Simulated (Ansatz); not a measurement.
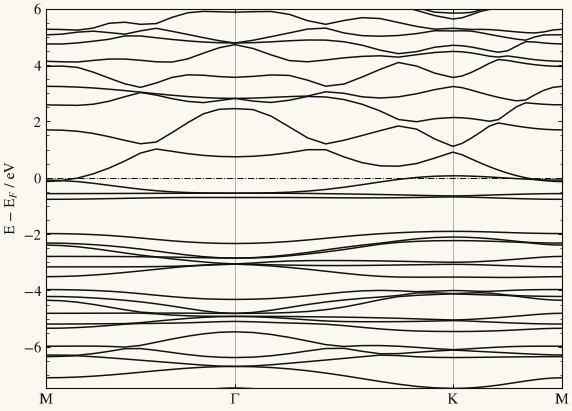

Band structure. Energies are counted from the Fermi level.

System: a (111) slab cut from PbF2 (Fm-3m), ended by Pb above and F below, 9 atoms in the cell.

Ansatz; DFT PBE, scalar-relativistic, plane waves, PAW, no spin polarisation, 9×9×1 k mesh, 420 eV cutoff.

**Is there a gap at the Fermi level?**

A metal: bands cross the Fermi level along this path.

**On which lines of the path do bands cross the Fermi level?**

Bands cross the Fermi level on every line of the path.

**Which levels at M lie nearest to the Fermi level?**

At M the nearest levels lie 0.08 eV below and 1.70 eV above the Fermi level.

**By band count a gap could open at this filling. What closes it?**

The last band that the electron count would fill rises to 0.07 eV above the Fermi level at K, leaving holes there, and the next band dips to 0.10 eV below it between M and Γ, holding electrons: an overlap of 0.17 eV, small enough to call it a semimetal.

Spin-orbit coupling is left out, which matters for Pb.
